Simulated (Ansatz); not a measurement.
TiAl

Input

```
crystal:
  lattice:
    - [2.8672622327, 0.0, 0.0]
    - [-1.4336311163, 2.6693560778, 0.0]
    - [0.0, 0.0, 4.678083]
  atoms:
    - { symbol: Ti, position: [0.0, 0.0, 0.0] }
    - { symbol: Al, position: [0.3333333333, 0.6666666667, 0.5] }
basis:
  ecutwfc: 500
kpoints:
  mp_grid: { grid: [18, 18, 10] }
hamiltonian:
  xc: r2scan
scf:
  occupations: { method: gaussian, width: 0.15 }
output:
  forces: true
  stress: true
  eigenvalues: true
  write_density: true
  write_potential: true
  elf: true
  volumetric_format: npy
```

Launched as:

```sh
ansatz run input.yaml --threads 1 --pin off --max-ram 2560MiB --backend cpu --events-out ev --progress --plain --runs-dir out
```

Below, planes, directions and counts refer to the conventional cell (a = 4.68 Å, b = 2.87 Å, c = 5.34 Å, α = 90.00°, β = 90.00°, γ = 90.00°).

Space group Amm2; a structure from a database of computed crystals, not necessarily the ambient phase; changed on purpose from its base cell (strain +0.0750 x Voigt [0, 1, 0, 0, 0, 0], atoms carried along); computed pressure about −8 GPa in this cell; computed without spin polarisation.

Level of theory: DFT r2SCAN, scalar-relativistic, plane waves, PAW (Ansatz 0.2.0).

### What can the converged valence pseudo-density and electron localisation function tell about the bonding?

Ti–Al (2.94 Å): the density is about 0.18 e/Å³ at the midpoint; the ELF is about 0.40 at the midpoint.

### Does the calculation give a band gap?

It is metallic or semimetallic at this level of theory: no gap opens.

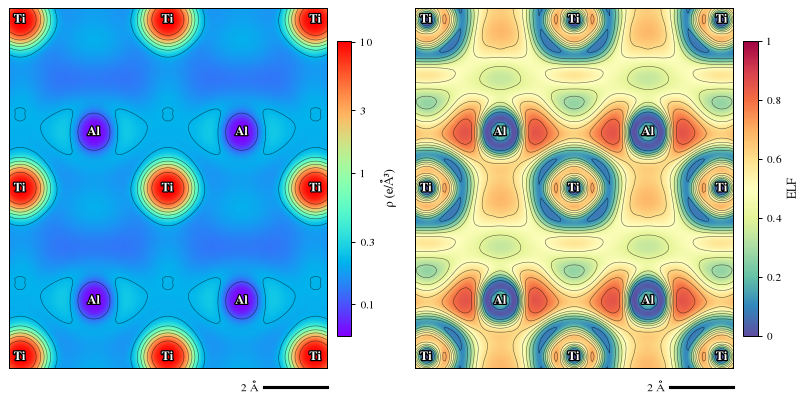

Computed valence pseudo-density and electron localisation function on the (010) plane of the conventional cell, in this order. 

Core electrons are frozen (PAW), and the valence fields are smoothed inside the atomic spheres.
